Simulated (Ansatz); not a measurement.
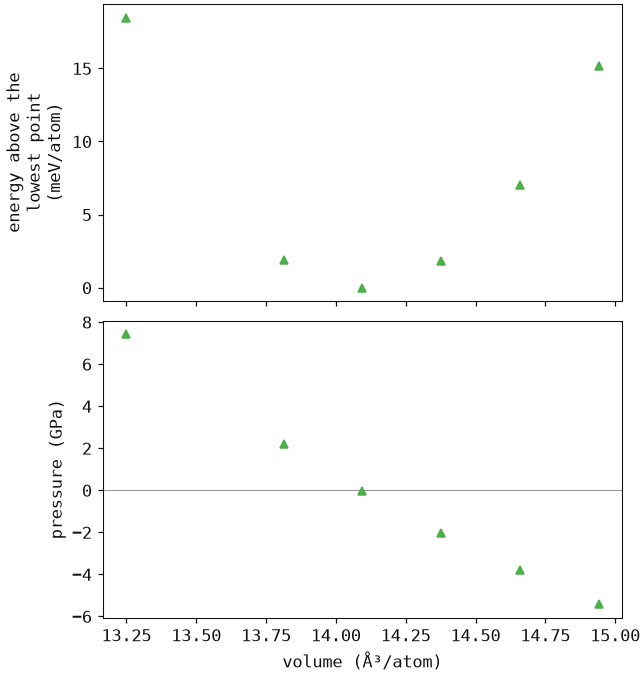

The plot gives the computed energy above the lowest point and pressure against volume for CaO, space group Fm-3m (No. 225) (one of a set of cubic test structures, which need not be the stable phase).

Calculation (Ansatz 0.2.0 development build): equation of state of a cubic crystal from periodic Kohn-Sham density functional theory without spin, third-order Birch-Murnaghan fit to the free energies; pressure corrected for the finite basis. Level: PBE.

- structure type: rock salt
- atoms in cell: 2
- space group number: 225
- lattice centring: face-centred primitive
- k mesh: 20×20×20
- occupation method: Fermi–Dirac
- occupation width: 0.06123 eV
- wave cutoff: 700 eV
- datasets: hard PAW
- density tolerance: 1e−09 eV
- bands: 12
- density cutoff ratio: 4
- search for lower states: default

The point at volume 13.53 Å³/atom is left out of the plot. What does the calculation give there?

| volume (Å³/atom) | energy above the lowest point (meV/atom) | pressure (GPa) |
| --- | --- | --- |
| 13.53 | 7.9 | 4.7 |
